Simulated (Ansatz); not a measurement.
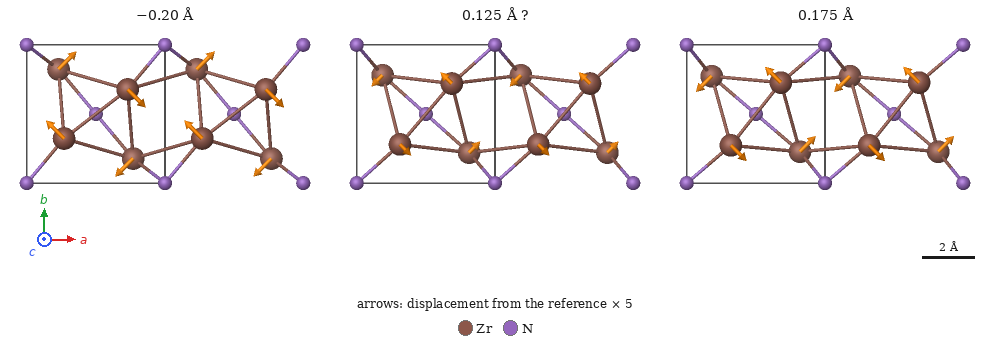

Energy scan for a crystal of Zr2N (P4_2/mnm), in which a normal mode at the zone centre is frozen in with the cell fixed, the amplitude being the largest displacement of an atom. Style: ball-and-stick. Shown: the cell of the calculation, repeated 2 × 1 × 3 with one cell outlined, along the c axis. Orange arrows: displacements from the reference.

Computed with Ansatz 0.2.0, DFT PBEsol, scalar-relativistic, plane waves, PAW. Set-up: plane-wave cutoff 420 eV; k-point mesh 10 × 10 × 14; occupations gaussian; smearing width 0.15 eV; no spin polarisation. Energies (free energies at the smearing named) are counted from the relaxed crystal.

| largest displacement (Å) | ΔE (meV/cell) |
| --- | --- |
| −0.200 | 94.1 |
| −0.100 | 19.0 |
| 0.000 | 0.0 |
| 0.025 | 1.1 |
| 0.050 | 4.5 |
| 0.075 | 10.3 |
| 0.125 | ? |
| 0.150 | 47.1 |
| 0.175 | 67.8 |

### Estimate the missing energy from the other rows, and compare with the calculation.

A straight line between the two neighbours gives 34.8 meV/cell. A cubic through the four nearest rows (0.050, 0.075, 0.150, 0.175) gives, with Lagrange weights, (−0.2000)(4.5) + (0.5000)(10.3) + (1.0000)(47.1) + (−0.3000)(67.8) = 31.0 meV/cell. The calculation gives 31.0 meV/cell, so the cubic is right to the digits shown and the straight line 3.8 meV/cell too high, as the curve bends upwards here.

The whole profile:

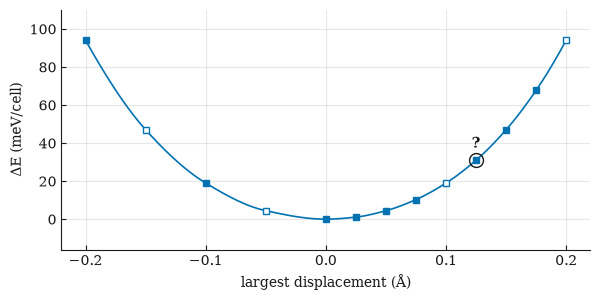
